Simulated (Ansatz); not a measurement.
Run report: TiSi$_{2}$, geometry relaxation (part 2 of 2)

The same run, continued: TiSi$_{2}$ (Fddd, 6 atoms in the cell); DFT r2SCAN, scalar-relativistic, plane waves, PAW, no spin polarisation (Ansatz 0.2.0); cutoff 500 eV, 10×10×10 k-mesh, Gaussian smearing of 0.1 eV. The structure derives from an entry of the Crystallography Open Database. It belongs to a series of runs on one base structure; here: volume × 1.03, shape and atoms relaxed.

Geometry of the input (Å; fractional positions):
```
0.0000  4.1567  4.3003
2.4140  0.0000  4.3003
2.4140  4.1567  0.0000
Ti 0.7500  0.7500  0.7500
Ti 0.5000  0.5000  0.5000
Si 0.0873  0.4127  0.0873
Si 0.4127  0.0873  0.4127
Si 0.1627  0.8373  0.1627
Si 0.8373  0.1627  0.8373
```

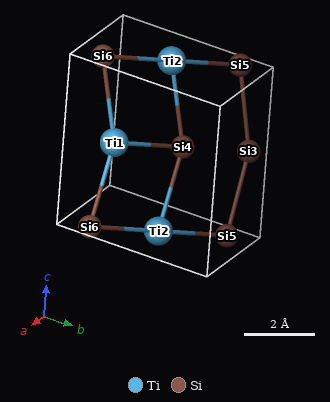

The geometry at step 3 of the log (ball-and-stick view of the reduced cell, seen slightly off an axis; atoms are numbered from 1 in the order of the input).

```
basis re-selected at this cell: Δ(F+E_penalty+E_count) = -6.904e-6 eV, ΔP = +0.000 GPa vs the last step (what re-selecting the basis moved, of the pressure what is left beyond the Pulay correction that the steps carried, after the strain that the cell walked since its last selection, with what the two solves' SCF thresholds leave and, on support functions, any second-order correction that the steps lacked; it is no measure of the basis error at this ecutwfc). This SCF's stress stands 4.01e-2 GPa from its target on what of the cell is left free (relax.cell.stress_tol is 1.00e-1 GPa) and its largest allowed force component is 1.96e-3 eV/Å (relax.f_tol is 1.00e-2 eV/Å): within both
SCF converged after 4 iterations
Free energy (F): -7568.153652 eV
Harris-Foulkes:  -7568.153652 eV  (|F-HF|=4.55e-9)
Internal energy: -7568.143297 eV  (E = F + TS)
E sigma→0 (E₀):  -7568.148474 eV
Entropy (-TS):   -0.010355 eV (-1.726 meV/atom)
Fermi energy:    12.260106 eV
--- Per-component energies (eV) ---
  E_band       = -261.698756
  E_kinetic    = 716.179321
  E_local      = -2046.265509  (includes V_loc(G=0)·N_el)
  E_nonlocal   = 110.996899
  E_hartree    = 887.552078
  E_xc         = -397.763390
  E_vxc        = -474.377903  (∫ρ·V_xc dr)
  E_paw        = -4191.022365  (= ΣΔE_a)
  E_vpaw       = -370.221119  (= ΣTr[D̂ρ^β])
  E_aug_tail   = 0.000214  (compensation charges beyond the density's cutoff)
  E_vtau       = 26.885064  (kinetic-family band-sum trace: ∫τ·v_τ [+ j·A + Jᵃ·Aᵃ] dr)
  E_ewald      = -2647.007900
  E_core_change = -0.812646  (= ΣΔE_core)
  E_smearing   = -0.010355  (= −TS)
  E_closure    = -0.000000  (closes the sum)
  Σ components = -7568.153652   (vs F -7568.153652, Δ=0.00e0)
--- Forces (eV/Å), atoms counted from 1 ---
  atom   1  Ti    -0.00000000     0.00000000     0.00000000
  atom   2  Ti     0.00000000    -0.00000000     0.00000000
  atom   3  Si     0.00000000     0.00196289     0.00000000
  atom   4  Si    -0.00000000    -0.00196289    -0.00000000
  atom   5  Si    -0.00000000    -0.00196289     0.00000000
  atom   6  Si     0.00000000     0.00196289    -0.00000000
  max |Σ_I F_I| component: 1.39e-17 eV/Å
--- Stress (GPa, compression-positive) ---
       -4.083293       0.000000      -0.000000
        0.000000      -4.023935       0.000000
       -0.000000       0.000000      -4.022339
  P = ⅓ Tr σ = -4.0432 GPa (-40.432 kbar)
--- Band table (eV; the first three rows and the last of 171) ---
  k-point 0: bands = ["-46.4968", "-46.4703", "-21.8034", "-21.8013", "-21.7242", "-21.7101", "-21.6937", "-21.6843", "-0.9268", "5.3139", "6.2041", "6.6057", "6.9894", "8.3037", "8.3215", "9.5396", "9.8945", "9.9259", "10.2447", "10.7071", "11.3007", "14.4525", "15.4941", "15.7009", "15.7568", "15.8453"]
  k-point 1: bands = ["-46.4963", "-46.4708", "-21.8037", "-21.8002", "-21.7266", "-21.7101", "-21.6933", "-21.6844", "-0.8179", "5.1418", "5.7109", "6.5251", "7.2948", "8.2359", "8.5215", "9.4861", "9.7578", "9.9239", "10.7226", "10.7878", "11.2729", "14.3483", "15.4262", "15.4691", "15.7038", "15.8034"]
  k-point 2: bands = ["-46.4949", "-46.4722", "-21.8061", "-21.7957", "-21.7335", "-21.7097", "-21.6928", "-21.6841", "-0.4975", "4.7416", "4.8764", "6.4485", "7.2954", "8.0969", "9.0198", "9.1079", "10.1722", "10.3176", "10.9942", "11.0500", "11.5186", "14.0399", "15.1107", "15.2179", "15.3609", "15.4544"]
  k-point 170: bands = ["-46.4834", "-46.4834", "-21.7760", "-21.7760", "-21.7483", "-21.7483", "-21.6893", "-21.6893", "1.0920", "1.0920", "6.9964", "6.9964", "7.1194", "7.1194", "9.1631", "9.1631", "10.4809", "10.4809", "11.2334", "11.2334", "13.0969", "13.0969", "15.5624", "15.5624", "15.7509", "15.7509"]
--- Relaxed structure (3 steps of the walk, 3 accepted, 1 SCFs on fresh bases) ---
  F+E_penalty+E_count = -7568.15365188 eV   max|allowed force component| = 1.963e-3 eV/Å   (the final SCF, on the basis selected at the relaxed cell)
  cell:  # Å, volume = 86.3015 Å³
    - [0.0, 4.165690627503446, 4.2889904229697615]
    - [2.415162252727158, 0.0, 4.2889904229697615]
    - [2.415162252727158, 4.165690627503446, 0.0]
  atoms:
    - { symbol: Ti, position: [0.7499999999999999, 0.7499999999999999, 0.7500000000000001] }
    - { symbol: Ti, position: [0.5, 0.4999999999999999, 0.5] }
    - { symbol: Si, position: [0.08755642082121651, 0.41244357917878344, 0.08755642082121654] }
    - { symbol: Si, position: [0.4124435791787835, 0.08755642082121645, 0.4124435791787835] }
    - { symbol: Si, position: [0.16244357917878355, 0.8375564208212163, 0.16244357917878355] }
    - { symbol: Si, position: [0.8375564208212165, 0.16244357917878338, 0.8375564208212165] }
```

Trajectory as extended XYZ (Å, eV, eV/Å), 4 frames, from step=1 to step=4:
```
6
Lattice="0.0000 4.1567 4.3003 2.4140 0.0000 4.3003 2.4140 4.1567 0.0000" Properties=species:S:1:pos:R:3:forces:R:3 step=1 energy=-7568.15253 pressure_GPa=-4.18
Ti    3.6210    6.2351    6.4504    0.0000   0.0000   0.0000
Ti    2.4140    4.1567    4.3003    0.0000   0.0000   0.0000
Si    1.2070    0.7260    2.1501    0.0000   0.0169   0.0000
Si    1.2070    3.4307    2.1501    0.0000  -0.0169   0.0000
Si    2.4140    1.3524    4.3003    0.0000  -0.0169   0.0000
Si    2.4140    6.9611    4.3003    0.0000   0.0169   0.0000
6
Lattice="0.0000 4.1702 4.2863 2.4140 0.0000 4.2863 2.4140 4.1702 0.0000" Properties=species:S:1:pos:R:3:forces:R:3 step=2 energy=-7568.15350 pressure_GPa=-4.00
Ti    3.6211    6.2553    6.4295    0.0000   0.0000   0.0000
Ti    2.4140    4.1702    4.2863    0.0000   0.0000   0.0000
Si    1.2070    0.7303    2.1432    0.0000   0.0015   0.0000
Si    1.2070    3.4399    2.1432    0.0000  -0.0015   0.0000
Si    2.4140    1.3548    4.2863    0.0000  -0.0015   0.0000
Si    2.4140    6.9856    4.2863    0.0000   0.0015   0.0000
6
Lattice="0.0000 4.1657 4.2890 2.4152 0.0000 4.2890 2.4152 4.1657 0.0000" Properties=species:S:1:pos:R:3:forces:R:3 step=3 energy=-7568.15365 pressure_GPa=-4.04
Ti    3.6227    6.2485    6.4335    0.0000   0.0000   0.0000
Ti    2.4152    4.1657    4.2890    0.0000   0.0000   0.0000
Si    1.2076    0.7295    2.1445    0.0000   0.0019   0.0000
Si    1.2076    3.4362    2.1445    0.0000  -0.0019   0.0000
Si    2.4152    1.3534    4.2890    0.0000  -0.0019   0.0000
Si    2.4152    6.9780    4.2890    0.0000   0.0019   0.0000
6
Lattice="0.0000 4.1657 4.2890 2.4152 0.0000 4.2890 2.4152 4.1657 0.0000" Properties=species:S:1:pos:R:3:forces:R:3 step=4 energy=-7568.15365 pressure_GPa=-4.04
Ti    3.6227    6.2485    6.4335    0.0000   0.0000   0.0000
Ti    2.4152    4.1657    4.2890    0.0000   0.0000   0.0000
Si    1.2076    0.7295    2.1445    0.0000   0.0020   0.0000
Si    1.2076    3.4362    2.1445    0.0000  -0.0020   0.0000
Si    2.4152    1.3534    4.2890    0.0000  -0.0020   0.0000
Si    2.4152    6.9780    4.2890    0.0000   0.0020   0.0000
```

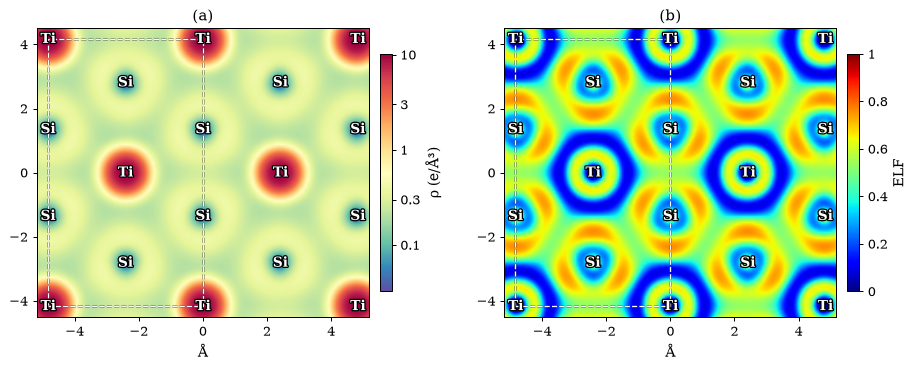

(a) valence pseudo-density; (b) electron localisation function on the (001) plane of the conventional cell. Atoms in the plane: Ti and Si. Ti–Si (2.77 Å): ρ at the midpoint is about 0.26 e/Å³; the ELF is about 0.40 at the midpoint. Ti–Si (2.81 Å): ρ is about 0.23 e/Å³ halfway; the ELF is about 0.40 at the midpoint. Away from the nuclei the density in this plane falls to 0.2 e/Å³ at its lowest. The strong features right at Ti lie inside the PAW spheres (semicore, d or f shells) and say nothing about bonding. Core electrons are frozen (PAW), so the fields are smoothed inside the atomic spheres.

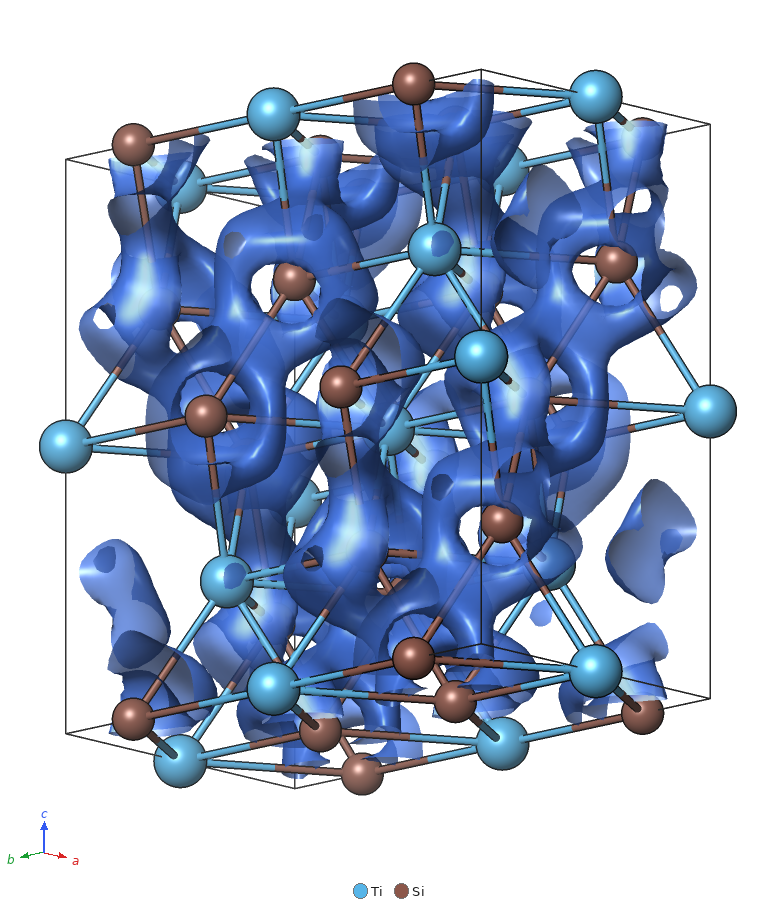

Isosurface of the ELF at 0.65 (blue), seen at an oblique angle. Core shells and regions of very low density are left out. Sticks mark near contacts. The outline is the cell set on symmetry axes. Values along the shortest contacts: Ti–Si (2.57 Å): the ELF is about 0.40 at the midpoint.

Results in brief:

```tsv
quantity	value
outcome	converged
space group (tolerance 0.01 Å)	Fddd (70)
electrons treated	40
free energy	−7568.1537 eV
Fermi energy	12.260 eV
gap on the k-point mesh	none (metallic)
pressure	−4.04 GPa
final volume	86.30 Å³
largest force (length of the vector) at the end	0.002 eV/Å
final cell	a = 5.979 Å, b = 4.922 Å, c = 4.815 Å, α = 75.75°, β = 52.93°, γ = 51.31°
wall time	2 min (CPU time 4 min)
peak memory	0.93 GiB
```
